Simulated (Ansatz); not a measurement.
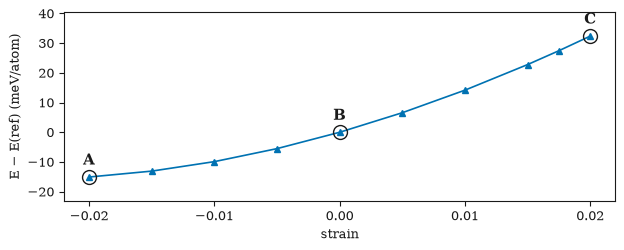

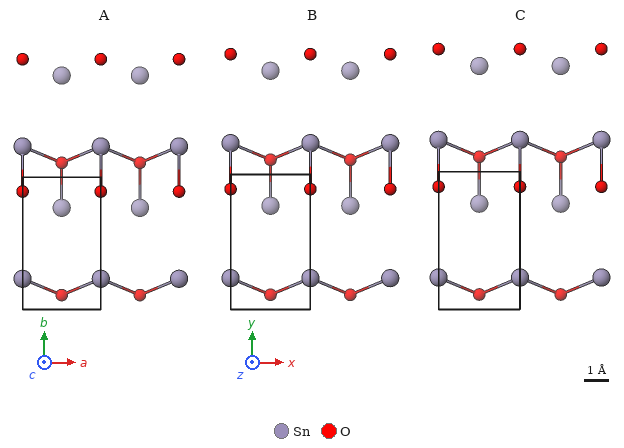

Energy scan for crystalline SnO (Pmn2_1), in which the cell is strained equally along x and y, with the atoms kept at their fractional coordinates. x, y and z are the Cartesian axes of the input. The lettered frames are marked on the plot. The picture is a ball-and-stick view of the cell of the calculation, repeated 2 × 2 × 1 with one cell outlined, seen along the c axis.

These are results of Ansatz, DFT PBEsol+D3(BJ), scalar-relativistic, plane waves, PAW, not measurements. Set-up: plane-wave cutoff 420 eV; k-point mesh 8 × 6 × 6; occupations gaussian; smearing width 0.05 eV; no spin polarisation. Energies (free energies at the smearing named) are counted from the cell as listed in its source, which wasn't relaxed.

> Read off the main features of the energy profile.

Of the computed points the lowest is at the strain −0.02, −15.1 meV/atom. The energy is still falling at the end of the range, so the minimum along this coordinate lies there or beyond. The end points stand at −15.1 meV/atom (−0.02) and 32.4 meV/atom (0.02). The unrelaxed reference is under a pressure of −4.6 GPa, which tilts the curve. The distortion keeps the space group Pmn2_1. At the strain −0.02 the cell of the drawing goes a 3.355 → 3.288 Å, b 5.674 → 5.561 Å.
